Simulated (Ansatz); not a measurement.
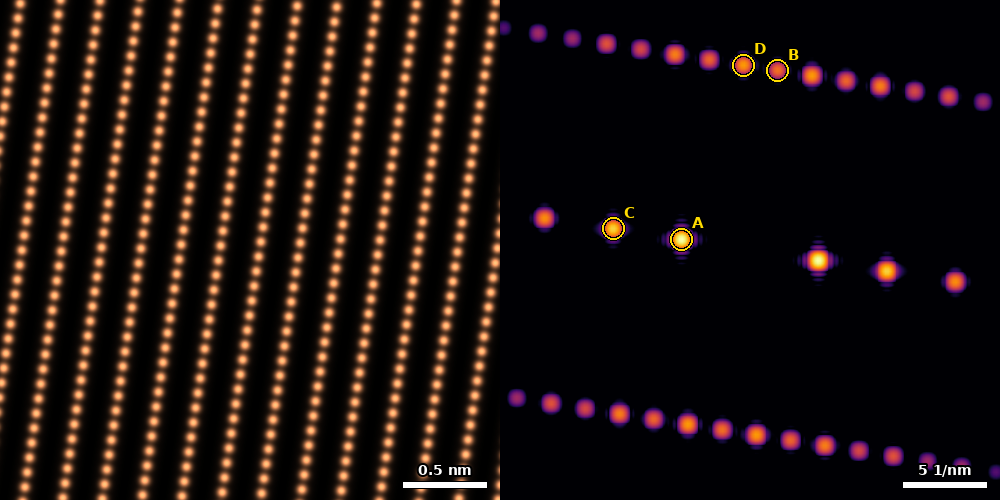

HAADF-like image of a crystal. The image is simulated as a sum over atoms of Z^1.7, blurred by a 0.50 Å probe (no channelling). The probe carries 25 % of its weight in a tail 2.5 times as wide.

The right panel is the modulus of the image's Fourier transform on a logarithmic scale.

**Which lattice spacings do the marked spots stand for, and what angle do A and B enclose?**

A: 2.4 Å, B: 0.9 Å, C: 1.2 Å, D: 0.9 Å; A and B enclose about 90°.

The crystal is Pt (P6_3/mmc, No. 194) along [310]; the spots are (0 0 -2), (1 -3 0), (0 0 -4) and (1 -3 -1). Structure used: the input geometry of an electronic-structure calculation (not necessarily at equilibrium); the starting structure was generated, so it need not be a known form of this composition.
